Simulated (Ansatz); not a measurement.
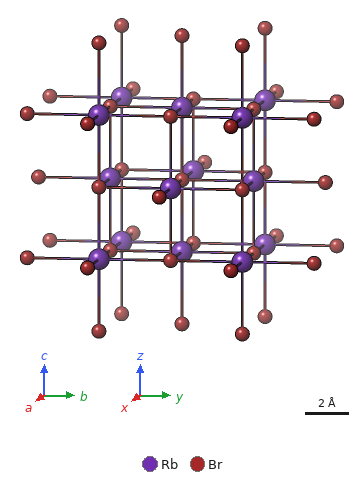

A scan of crystalline RbBr (Fm-3m): the ratio of the cell's length along z to its lengths across, counted as 1 for the reference, is changed at fixed volume (a tetragonal or Bain path), with the atoms kept at their fractional coordinates. x, y and z are the Cartesian axes of the input. The picture shows the reference cell. A ball-and-stick model of the conventional cell (4 times the calculation's cell), seen along the a axis, with a slight tilt. Lengths and directions refer to the drawn axes.

Method: DFT PBEsol, scalar-relativistic, plane waves, PAW (Ansatz 0.2.0). Settings: plane-wave cutoff 420 eV; k-point mesh 6 × 6 × 6; occupations gaussian; smearing width 0.05 eV; no spin polarisation. Energies (free energies at the smearing named) are counted from the cell as listed in its source, which wasn't relaxed.

```xyz
2
Lattice="0.0000 3.4275 3.4275 3.4275 0.0000 3.4275 3.4275 3.4275 0.0000" Properties=species:S:1:pos:R:3 pbc="T T T"
Rb    0.0000    0.0000    0.0000
Br    3.4275    3.4275    3.4275
```

Question: Give the energy at each point (the relative ratio: 0.650, 0.707, 0.780, 0.850, 0.920, 0.960, 1.000, 1.050, 1.100, 1.200, 1.300, 1.414, 1.500).

Answer:
```csv
axial ratio over its reference value,energy change (meV/atom)
0.650,1085
0.707,577
0.780,237
0.850,84
0.920,19
0.960,4
1.000,0
1.050,5
1.100,19
1.200,66
1.300,132
1.414,231
1.500,323
```

Of the computed points the lowest is at the relative ratio 1.00, 0 meV/atom. The end points stand at 1085 meV/atom (0.65) and 323 meV/atom (1.50). The distortion takes the space group from Fm-3m to I4/mmm. At the relative ratio 1.50 the cell of the drawing goes a 6.855 → 5.988 Å, b 6.855 → 5.988 Å, c 6.855 → 8.983 Å.

As a plot:

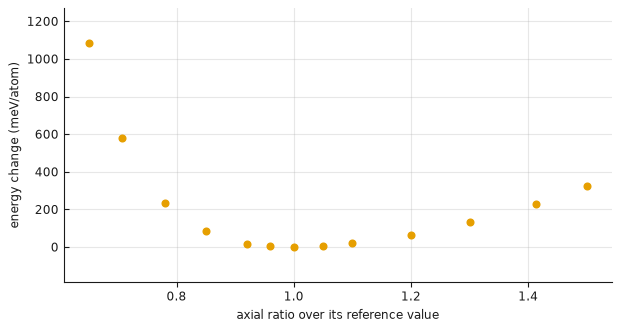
